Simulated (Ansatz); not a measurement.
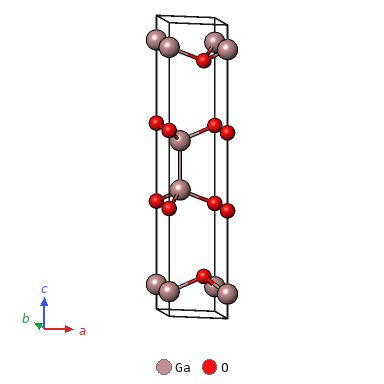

System: GaO, space group P-6m2 (No. 187) (cell built by us, not taken from a database). The picture shows the conventional cell.

Input of the run:
```
crystal:
  lattice:
    - [3.101200069, 0.0, 0.0]
    - [-1.5506000345, 2.685718042, 0.0]
    - [0.0, 0.0, 14.9524352821]
  atoms:
    - { symbol: Ga, position: [0.3333333333, 0.6666666667, 0.4162233152] }
    - { symbol: Ga, position: [0.3333333333, 0.6666666667, 0.5837766848] }
    - { symbol: Ga, position: [0.0, 0.0, 0.0837770806] }
    - { symbol: Ga, position: [0.0, 0.0, 0.9162229194] }
    - { symbol: O, position: [0.6666666667, 0.3333333333, 0.1327048835] }
    - { symbol: O, position: [0.6666666667, 0.3333333333, 0.8672951165] }
    - { symbol: O, position: [0.0, 0.0, 0.3672766318] }
    - { symbol: O, position: [0.0, 0.0, 0.6327233682] }
basis:
  ecutwfc: 420
kpoints:
  mp_grid: { grid: [12, 12, 2] }
hamiltonian:
  xc: pbe
scf:
  occupations: { method: fixed }
output:
  eigenvalues: true
phonons:
  method: dfpt
  dielectric: true
  rigid_motions: translations
  eigenvectors: true
```

Run as:
```bash
ansatz run input.yaml --threads 2 --pin off --max-ram 6144MiB --backend cpu --events-out ev --progress --plain --runs-dir out
```

Computed with Ansatz 0.2.0: optical phonons of an insulator on the approach to the zone centre along x, y and z with the field of polar modes, imaginary frequencies are negative, field response on a mesh refined by the program; plane waves with PAW datasets. Level: PBE, no spin polarisation.

- wave cutoff: 420 eV
- k mesh: 12×12×2
- occupations: fixed
- volume relative to the relaxed cell: 1.02

Describe the result: the polar optical modes, transverse and longitudinal, for each direction of approach to the zone centre.

Along x the polar lines lie at 420.4, 451.3, 590.1 cm⁻¹; along y the polar lines lie at 420.4, 451.3, 590.1 cm⁻¹; along z the polar lines lie at 451.3, 474.1 cm⁻¹ (lines above 2 % of the strongest).

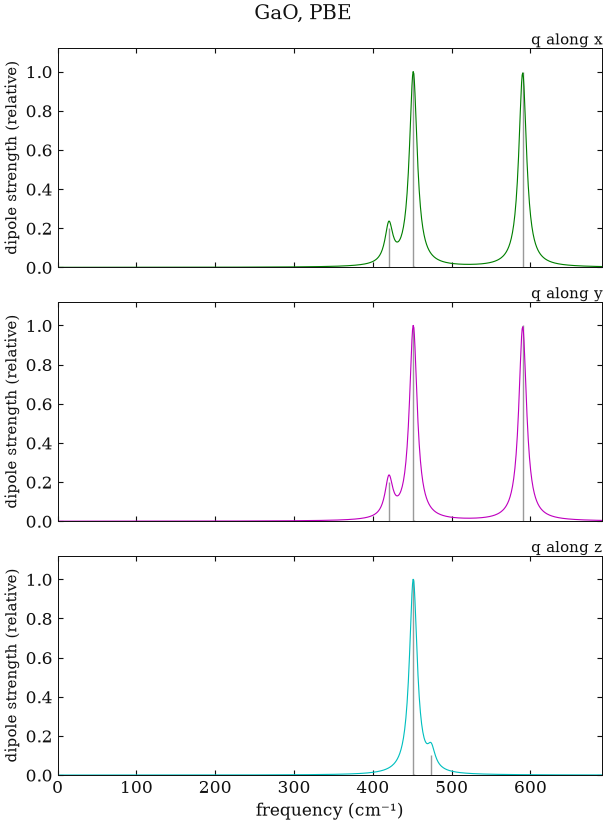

Lines are broadened by Lorentzians of 12 cm⁻¹ full width; each panel is scaled to its strongest line.

Limits of the calculation: field response not converged on the k mesh; weakly bound, no dispersion correction.
